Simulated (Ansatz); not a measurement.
System: CsCl.

Input

```
crystal:
  lattice:
    - [0.1824587069, 3.6035594606, 3.6035594606]
    - [3.6035594606, 0.1824587069, 3.6035594606]
    - [3.6035594606, 3.6035594606, 0.1824587069]
  atoms:
    - { symbol: Cs, position: [0.0, 0.0, 0.0] }
    - { symbol: Cl, position: [0.5, 0.5, 0.5] }
basis:
  ecutwfc: 500
kpoints:
  mp_grid: { grid: [6, 6, 6] }
hamiltonian:
  xc: r2scan
scf:
  occupations: { method: gaussian, width: 0.05 }
output:
  forces: true
  stress: true
  eigenvalues: true
  write_density: true
  write_potential: true
  elf: true
  volumetric_format: npy
```

Run with:

```sh
ansatz run input.yaml --threads 1 --pin off --max-ram 2560MiB --backend cpu --events-out ev --progress --plain --runs-dir out
```

Below, planes, directions and counts refer to the conventional cell (a = 4.84 Å, b = 4.84 Å, c = 12.80 Å, α = 90.00°, β = 90.00°, γ = 120.00°).

Space group R-3m.

All numbers below come from DFT r2SCAN, scalar-relativistic, plane waves, PAW in Ansatz.

Q: What will maps of the valence pseudo-density and electron localisation function show?

A: Cs–Cl (3.51 Å): the density is about 0.07 e/Å³ at the midpoint; the ELF is about 0.05 at the midpoint; an ionic contact with no shared pair.

Q: Does the calculation give a band gap?

A: It is gapped, with a Kohn–Sham gap of 5.4 eV on the k-point mesh (the band edges may lie off the mesh, which would make the gap smaller).

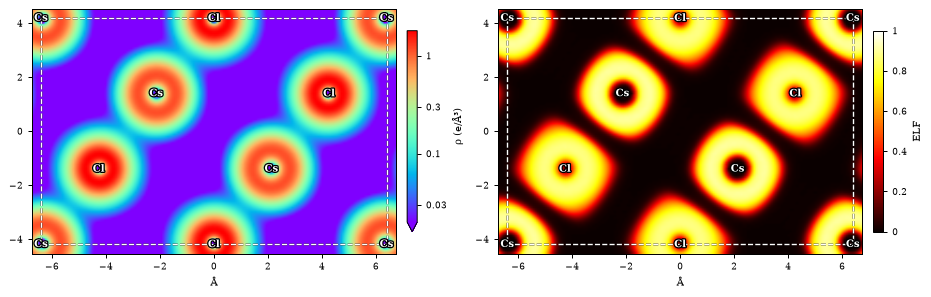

Computed valence pseudo-density and electron localisation function on the (110) plane of the conventional cell, in this order. 

Core electrons are frozen (PAW), and the valence fields are smoothed inside the atomic spheres.
